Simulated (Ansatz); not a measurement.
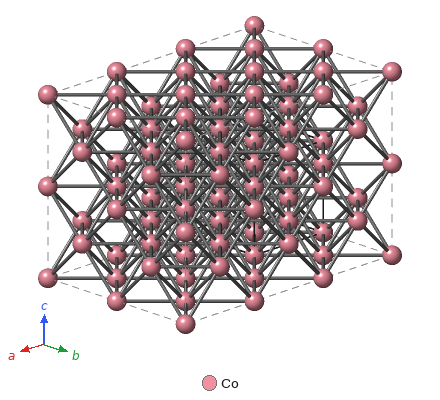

Co (Fm-3m, No. 225): the input geometry of a calculation; the starting structure was generated, so it need not be a known form of this composition.

```
Co
1.0
     3.57355    0.00000    0.00000
     0.00000    3.57355    0.00000
     0.00000    0.00000    3.57355
Co
4
Direct
  0.00000 0.00000 0.00000
  0.00000 0.50000 0.50000
  0.50000 0.00000 0.50000
  0.50000 0.50000 0.00000
```

**What will a dark-field STEM-like image along [221] show? Simulation: incoherent imaging, intensity Z^1.7 per atom, probe width 0.56 Å, thin sample. The probe carries 15 % of its weight in a tail 2.5 times as wide. The display is stretched by a gamma of 0.8; percentages refer to the linear signal.**

The columns repeat on a centred rectangular net of 0.84 × 2.53 Å (plane group c2mm). All columns are alike (Co). The shortest distance between visible columns is 0.84 Å in projection. Along the beam the structure repeats every 10.72 Å.

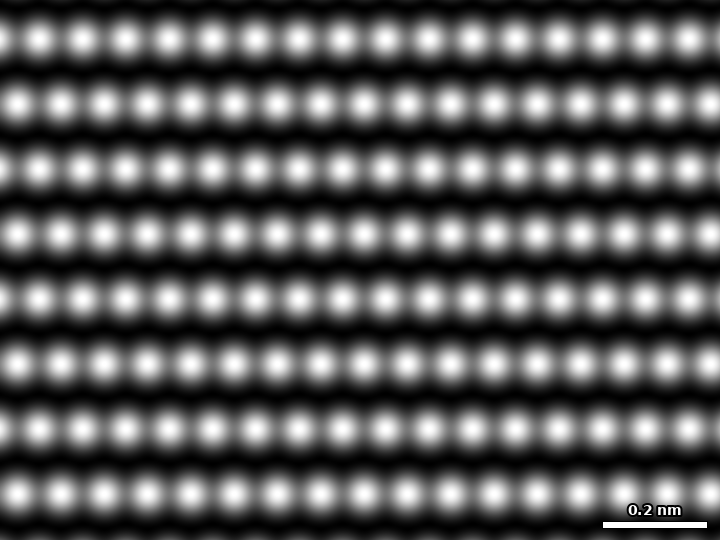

The simulated image.
